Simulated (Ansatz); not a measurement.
## A convergence test on NaI (Fm-3m): k mesh of the hybrid

How far can the k mesh of the hybrid be lowered for the gap of NaI (Fm-3m)?

Calculated with Ansatz 0.2.0; DFT, HSE06, plane waves, PAW.

### Step 1. The starting structure

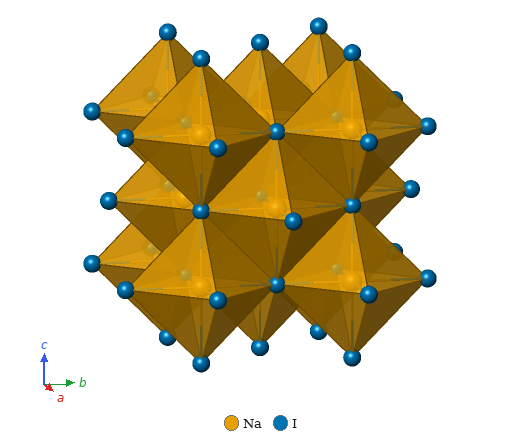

Start, viewed slightly off an axis; sodium orange, iodine blue. This picture shows the conventional cell, with its axes. Some periodic images of atoms are drawn too.

The cell and positions come from the Crystallography Open Database and are kept as given unless a step says otherwise. Spin-orbit coupling is left out unless a step names it. The default PAW set here is soft_2. Its files were made with PBE.

### Step 2. k mesh of the hybrid: 2×2×2

input.yaml reads:

```yaml
crystal:
  lattice:
    - [0.0, 3.2364, 3.2364]
    - [3.2364, 0.0, 3.2364]
    - [3.2364, 3.2364, 0.0]
  atoms:
    - { symbol: Na, position: [0.0, 0.0, 0.0] }
    - { symbol: I, position: [0.5, 0.5, 0.5] }
kpoints:
  mp_grid: { grid: [2, 2, 2] }
  band_path:
    path:
      - [0.0, 0.0, 0.0]
      - [0.5, 0.0, 0.5]
      - [0.625, 0.25, 0.625]
      - [0.375, 0.375, 0.75]
      - [0.5, 0.5, 0.5]
      - [0.5, 0.25, 0.75]
    npoints: 1
hamiltonian:
  xc: hse06
scf:
  occupations: { method: fixed }
  n_extra_bands: 4
output:
  eigenvalues: true
```

Started as:

```sh
> ansatz run input.yaml --threads 3 --pin off --max-ram 92160MiB --backend cuda --events-out ev --progress --plain --runs-dir out --devices 1 --max-vram 13GiB
```

Numbers of over 12 decimals in the logs are rounded to 6 here.

The log of the run:

```text
scf.n_extra_bands = 4 over 13 filled bands (N_el = 26.0): the run solves 17 bands
exact exchange: scf.exx.singularity resolves to wigner_seitz, which cuts the screened interaction at the faces of the exchange supercell's Wigner-Seitz cell, so that each pair interacts once, at the shortest of its separations (the periodic images that this leaves out come, for a point-like exchange hole, to about 0.034 eV on a filled level). The cut falls within the interaction's reach, and what an exchange supercel [...]
GPUs: using 1 of 1 available (devices: 1).
Engine: ansatz 0.2.0, x86_64-unknown-linux-gnu
Pseudopotentials: kind: paw
Pseudopotential: Na, paw, valence charge 9, recommended cutoff 420 eV (normal), Na.paw.azcp
Pseudopotential: I, paw, valence charge 17, recommended cutoff 420 eV (normal), I.paw.azcp
Functional definition: HSE06
  parameter a = 0.25
  parameter omega = 0.11/bohr
  exchange = pbe_x - a*pbe_x_sr(omega) + a*exact_x_sr(omega)
  correlation = pbe_c
davidson cushion auto → on  (no smearing: the cushion is to keep the highest requested band from converging to the state above it; pin scf.eigensolver.cushion to override)
device memory: the entry about to start is reckoned to put 1.0 GiB on a device that reports 49.8 GiB free (of which the cap on the GPU budget leaves the run 13.0 GiB)
GPU FFT provider: cuFFT
GPU libraries: cuBLAS 13.8.2, cuFFT 12.4.0, cuSOLVER 12.3.4
Crystal: 2 atoms, lattice volume = 67.798 Å³
Basis set: ecut = 420 eV, 1363 PW (Γ)
Bands: 17, of which v1, the nominal top of the filled ones, is band 13 counted from 1 (12 counted from 0)
Symmetry: 48 space group operations
Space group: Fm-3m (ITA 225), of the structure as read, at distance tolerance 4.1e-5 Å
k-points: 3 of 8
Non-local potential: Na, projectors of the file, l = 0: 3, l = 1: 2, l = 2: 1
Non-local potential: I, projectors of the file, l = 0: 2, l = 1: 2, l = 2: 2, l = 3: 2
PAW form: soft (Blöchl's): semilocal exchange-correlation on the pseudo side does not see the compensation charge
PAW frozen core: Na, regenerated for the run's functional, and the local potential with it (the file was generated under x = pbe(κ = 0.804, μ = 0.219515), c = pbe(β = 0.066725))
PAW frozen core: I, regenerated for the run's functional, and the local potential with it (the file was generated under x = pbe(κ = 0.804, μ = 0.219515), c = pbe(β = 0.066725))
PAW one-centre angular grid: Na, 110 points (default); XC on 96 Gauss nodes
PAW one-centre angular grid: I, 590 points (default); XC on 96 Gauss nodes
Initial density: superposition of atomic densities (neutral atoms: chi_scale 0, normalization atom), corrected by the library's trained network
Initial wavefunctions: pseudopotential atomic-orbital guess
GPU buffer pool allocated for 32768 grid points (all kernels)
GPU transforms: local potential and band sums: pruned to the plane-wave sphere, on 30×32×32
Functional: x = pbe(κ = 0.804, μ = 0.219515), c = pbe(β = 0.066725), warm-up for x = pbe(κ = 0.804, μ = 0.219515) + 0.25 (exact − pbe) at short range (hse, ω = 0.207870 Å⁻¹), c = pbe(β = 0.066725); HSE06 as pw.x's `hse` composes it (authors' and Libxc's form: `xc: wpbeh`)
SCF iter   1: F=—  HF=-9001.470452 eV  |F-HF|=—  |Δ(HF+E_count)|=         —  Δρ=3.86e-3  dr2=2.64e-2  ethr=1.77e-3  ⟨swp⟩=11.3  Hψ=241  notcnv=0
preconditioner: auto → none  [insulator: Δε(μ)=3.640 eV  Ē_g=10.717 eV  n_scr=14 (ndim 8)  ℏωp=12.8 eV  f_vac=0.068]
iter 2 solved again at ethr=5.03e-6 eV; its pass at ethr=1.02e-4 eV (dr2=1.31e-3 eV) is discarded
SCF iter   2: F=—  HF=-9001.463589 eV  |F-HF|=—  |Δ(HF+E_count)|=   6.86e-3  Δρ=1.23e-3  dr2=1.29e-3  ethr=5.03e-6  ⟨swp⟩=3.7  Hψ=259  notcnv=0  defer=1
SCF iter   3: F=-9001.464035 eV  HF=-9001.463908 eV  |F-HF|=1.27e-4  |Δ(HF+E_count)|=   3.19e-4  Δρ=4.79e-4  dr2=1.56e-4  ethr=4.97e-6  ⟨swp⟩=3.0  Hψ=135  notcnv=0
SCF 1 stopped early in 3 iterations: F = -9001.464035 eV  dr2 = 1.56e-4
[...]
Frozen-core exchange: fock
SCF iter   1: F=—  HF=-9006.495080 eV  |F-HF|=—  |Δ(HF+E_count)|=         —  Δρ=3.74e-3  dr2=5.82e-3  ethr=6.01e-6  ⟨swp⟩=5.3  Hψ=223  notcnv=0
preconditioner: auto → none  [insulator: Δε(μ)=4.682 eV  Ē_g=12.041 eV  n_scr=14 (ndim 8)  ℏωp=12.8 eV  f_vac=0.103]
SCF iter   2: F=—  HF=-9006.492512 eV  |F-HF|=—  |Δ(HF+E_count)|=   2.57e-3  Δρ=8.27e-4  dr2=5.24e-4  ethr=6.01e-6  ⟨swp⟩=3.0  Hψ=143  notcnv=0
SCF iter   3: F=—  HF=-9006.494677 eV  |F-HF|=—  |Δ(HF+E_count)|=   2.16e-3  Δρ=4.97e-4  dr2=1.02e-4  ethr=1.36e-6  ⟨swp⟩=4.0  Hψ=156  notcnv=0
SCF iter   4: F=—  HF=-9006.494677 eV  |F-HF|=—  |Δ(HF+E_count)|=   4.04e-7  Δρ=1.25e-4  dr2=7.10e-6  ethr=3.74e-7  ⟨swp⟩=3.0  Hψ=137  notcnv=0
SCF iter   5: F=-9006.494696 eV  HF=-9006.494696 eV  |F-HF|=3.55e-8  |Δ(HF+E_count)|=   1.86e-5  Δρ=2.42e-5  dr2=3.11e-7  ethr=2.21e-8  ⟨swp⟩=4.0  Hψ=141  notcnv=0
SCF 2 stopped early in 5 iterations: F = -9006.494696 eV  dr2 = 3.11e-7
hybrid outer 1: dexx = +2.193e-3 eV, tail = 8.61e-6 eV
GPU FFT provider: cuFFT
GPU libraries: cuBLAS 13.8.2, cuFFT 12.4.0, cuSOLVER 12.3.4
GPU buffer pool allocated for 32768 grid points (all kernels)
GPU transforms: local potential and band sums: pruned to the plane-wave sphere, on 30×32×32
Exchange kernel: α = 0.2500, screened, ω = 0.2079 Å⁻¹, Wigner–Seitz truncation, v(0) = 804.4159 eV·Å³, q-mesh 2×2×2, nearest image of the exchange supercell L = 9.15 Å, pair-density grid 18×18×18, without the augmentation charges, whose exchange is taken in its separable form by FFT convolution over the k-point mesh (sized by the pseudopotential files, 25×25×25 at the most), smooth part of the exact exchange by density-matrix convolution in up to 284.3 MiB of GPU memory as planned if the GPU has room (build and FFT work areas not counted)
Frozen-core exchange: fock
SCF iter   1: F=—  HF=-9006.494597 eV  |F-HF|=—  |Δ(HF+E_count)|=         —  Δρ=4.31e-5  dr2=8.09e-7  ethr=1.66e-7  ⟨swp⟩=2.7  Hψ=118  notcnv=0
preconditioner: auto → none  [insulator: Δε(μ)=4.716 eV  Ē_g=12.047 eV  n_scr=14 (ndim 8)  ℏωp=12.8 eV  f_vac=0.114]
iter 2 solved again at ethr=4.96e-11 eV; its pass at ethr=2.92e-9 eV (dr2=1.29e-8 eV) is discarded
SCF iter   2: F=-9006.494597 eV  HF=-9006.494597 eV  |F-HF|=1.49e-8  |Δ(HF+E_count)|=   3.39e-7  Δρ=5.78e-6  dr2=2.32e-8  ethr=4.96e-11  ⟨swp⟩=3.3  Hψ=277  notcnv=0
SCF 3 converged in 2 iterations: F = -9006.494597 eV  dr2 = 2.32e-8
hybrid outer 2: dexx = +9.749e-8 eV, tail = 7.58e-8 eV, Δε = 2.99e-3 eV (about 3.82e-4 eV left of the loop's levels)
device memory: the entry about to start is reckoned to put 0.4 GiB on a device that reports 54.5 GiB free (of which the cap on the GPU budget leaves the run 13.0 GiB)
NSCF: frozen V_eff on 6 k-points
hybrid SCF converged: 2 outer / 7 inner (+3 warm-up), last move |dexx| = 9.75e-8 eV, tail = 7.58e-8 eV
Stability not checked: this state was not tested for a lower state beside it, because the functional holds exact exchange (a hybrid, or Hartree-Fock), whose exchange loop this test does not read (fock_operator; see scf.lower_state_search)
Free energy (F): -9006.494597 eV
Frozen-core exchange: fock
Harris-Foulkes:  -9006.494597 eV  (|F-HF|=1.49e-8)
Internal energy: -9006.494597 eV  (E = F + TS)
E sigma→0 (E₀):  -9006.494597 eV
Fermi energy:    2.444728 eV
--- Per-component energies (eV) ---
  E_band       = -675.878725
  E_kinetic    = 311.478592
  E_local      = -3356.260470  (includes V_loc(G=0)·N_el)
  E_nonlocal   = 25.402929
  E_hartree    = 1524.730310
  E_xc         = -135.225452
  E_vxc        = -143.770233  (∫ρ·V_xc dr)
  E_exx        = -93.386498  (= α·E_x^exact, valence–valence)
  E_paw        = -5024.992419  (= ΣΔE_a)
  E_vpaw       = -375.409387  (= ΣTr[D̂ρ^β])
  E_aug_tail   = -0.000038  (compensation charges beyond the density's cutoff)
  E_ewald      = -2257.850118
  E_core_change = -0.391433  (= ΣΔE_core)
  E_smearing   = -0.000000  (= −TS)
  E_closure    = -0.000000  (closes the sum)
  Σ components = -9006.494597   (vs F -9006.494597, Δ=1.82e-12)
--- Band table (eV) ---
  k-point 0: bands = [... 9 lower, -9.4094, 2.4447, 2.4447, 2.4447, 7.1599, 11.4435, 11.4435, 11.4435]
  k-point 1: bands = [... 9 lower, -9.0575, 0.1627, 2.1464, 2.1464, 8.5391, 10.9510, 10.9510, 12.4473]
  k-point 2: bands = [... 9 lower, -8.9684, 0.4399, 1.6564, 1.6564, 7.9410, 8.9518, 13.5471, 15.0034]
```

Run time: 6.9 s. Hardware: 1 × NVIDIA H100 80GB HBM3 (shared by 6 runs) with 3 threads of AMD EPYC 7R13 (Zen 3), shared host; peak memory 1 GiB.

Reading the cycles: dr2 is the Hartree energy of the density residual (eV), the measure of convergence; HF is the Harris–Foulkes estimate of the energy, which meets the free energy F at convergence.

This step gave:

| Quantity | Value |
| --- | --- |
| gap | 4.715 eV |
| valence top at | Γ |
| conduction bottom at | Γ |
| least direct gap | 4.715 eV |
| exact-exchange fraction | 0.25 |

The gap is direct, at Γ.

### Step 3. k mesh of the hybrid: 4×4×4

Changes to input.yaml since step 2:

```diff
@@ -9,3 +9,3 @@
 kpoints:
-  mp_grid: { grid: [2, 2, 2] }
+  mp_grid: { grid: [4, 4, 4] }
   band_path:
```

The log of the run:

```text
[...]
GPUs: using 1 of 1 available (devices: 1).
[...]
GPU FFT provider: cuFFT
GPU libraries: cuBLAS 13.8.2, cuFFT 12.4.0, cuSOLVER 12.3.4
Crystal: 2 atoms, lattice volume = 67.798 Å³
Basis set: ecut = 420 eV, 1363 PW (Γ)
Bands: 17, of which v1, the nominal top of the filled ones, is band 13 counted from 1 (12 counted from 0)
[... 1 set-up line as in the run before ...]
[...]
k-points: 8 of 64
[...]
Internal energy: -9006.879621 eV  (E = F + TS)
E sigma→0 (E₀):  -9006.879621 eV
Fermi energy:    2.335557 eV
[...]
--- Band table (eV; the first three rows and the last of 8) ---
  k-point 0: bands = [... 9 lower, -9.6119, 2.3356, 2.3356, 2.3356, 7.0113, 11.3558, 11.3558, 11.3558]
  k-point 1: bands = [... 9 lower, -9.4405, 0.9837, 2.1774, 2.1774, 8.2951, 10.9306, 11.4198, 11.4198]
  k-point 2: bands = [... 9 lower, -9.2539, 0.0054, 2.0314, 2.0314, 8.4083, 10.8802, 10.8802, 12.3682]
  k-point 7: bands = [... 9 lower, -9.1540, 0.8258, 0.8258, 1.3551, 9.2511, 10.8705, 10.8705, 11.4005]
[key lines of the parts left out:]
Free energy (F): -9006.879621 eV
```

It took 12 s on 1 × NVIDIA H100 80GB HBM3 (shared by 6 runs) with 3 threads; peak memory 1.1 GiB.

This step gave:

```
gap                  : 4.676 eV
valence top at       : Γ
conduction bottom at : Γ
least direct gap     : 4.676 eV
```

The gap is 4.676 eV, −0.040 eV from the run before at this level.

### Step 4. k mesh of the hybrid: 6×6×6

Changes to input.yaml since step 3:

```diff
@@ -9,3 +9,3 @@
 kpoints:
-  mp_grid: { grid: [4, 4, 4] }
+  mp_grid: { grid: [6, 6, 6] }
   band_path:
```

The log of the run:

```text
[...]
GPUs: using 1 of 1 available (devices: 1).
[...]
GPU FFT provider: cuFFT
GPU libraries: cuBLAS 13.8.2, cuFFT 12.4.0, cuSOLVER 12.3.4
Crystal: 2 atoms, lattice volume = 67.798 Å³
Basis set: ecut = 420 eV, 1363 PW (Γ)
Bands: 17, of which v1, the nominal top of the filled ones, is band 13 counted from 1 (12 counted from 0)
[... 1 set-up line as in the run before ...]
[...]
k-points: 16 of 216
[...]
Internal energy: -9006.884072 eV  (E = F + TS)
E sigma→0 (E₀):  -9006.884072 eV
Fermi energy:    2.333373 eV
[...]
--- Band table (eV; the first three rows and the last of 16) ---
  k-point 0: bands = [... 9 lower, -9.6168, 2.3334, 2.3334, 2.3334, 7.0069, 11.3535, 11.3535, 11.3535]
  k-point 1: bands = [... 9 lower, -9.5327, 1.5790, 2.2524, 2.2524, 7.8219, 10.8403, 11.5627, 11.5627]
  k-point 2: bands = [... 9 lower, -9.3541, 0.4648, 2.1004, 2.1004, 8.4408, 11.1456, 11.1456, 11.5029]
  k-point 15: bands = [... 9 lower, -9.1610, 0.5368, 1.1476, 1.3944, 8.7582, 9.8274, 12.0214, 12.1513]
[key lines of the parts left out:]
Free energy (F): -9006.884072 eV
```

The job ended after 20 s (1 × NVIDIA H100 80GB HBM3 (shared by 6 runs) with 3 threads; peak memory 1.2 GiB).

This step gave:

```
gap                  : 4.674 eV
valence top at       : Γ
conduction bottom at : Γ
least direct gap     : 4.674 eV
```

The gap is 4.674 eV, −0.002 eV from the run before at this level.

### Step 5. The series

Differences are against the last row; a negative gap means that bands overlap, and a run with a band path holds that path's time. Times are wall times on 1 × NVIDIA H100 80GB HBM3 (shared by 6 runs) with 3 threads of AMD EPYC 7R13 (Zen 3), shared host, good to a factor of about two.

| k mesh of the hybrid | gap (eV) | direct gap (eV) | gap error (eV) | energy error (meV/atom) | irreducible k | time |
| --- | --- | --- | --- | --- | --- | --- |
| 2×2×2 | 4.715 | 4.715 | +0.042 | +194.7 | 3 | 6.9 s |
| 4×4×4 | 4.676 | 4.676 | +0.002 | +2.2 | 8 | 12 s |
| 6×6×6 | 4.674 | 4.674 | +0.000 | +0.0 | 16 | 20 s |

### Step 6. What came out

```json
{"2×2×2": "4.715 eV", "4×4×4": "4.676 eV", "6×6×6": "4.674 eV"}
```

The gap holds to 0.02 eV from 4×4×4 on. At 2×2×2 the gap is off by +0.042 eV and the energy by +195 meV/atom. The gap is read over the mesh and added points near the edges, so meshes differ mainly through the density and, for a hybrid, the exchange operator.

[Paths, hosts, dates, memory and timing lines, banners, echoed tables and standing remarks are left out of the program output.]

[Logs are printed without paths, hosts, clocks, repeated set-up lines and the standing remarks that a program may print on its own settings, such as how far it seeks lower states.]

[Runs of the session that timed out or met a known fault of the program may be left out.]

[Cells called generated may have been cut or substituted from an entry of the Crystallography Open Database or the Materials Project.]

[Hosts, paths, dates, database ids (printed as entryN), source tags and the programs' standing remarks are cut or masked in the printed files.]
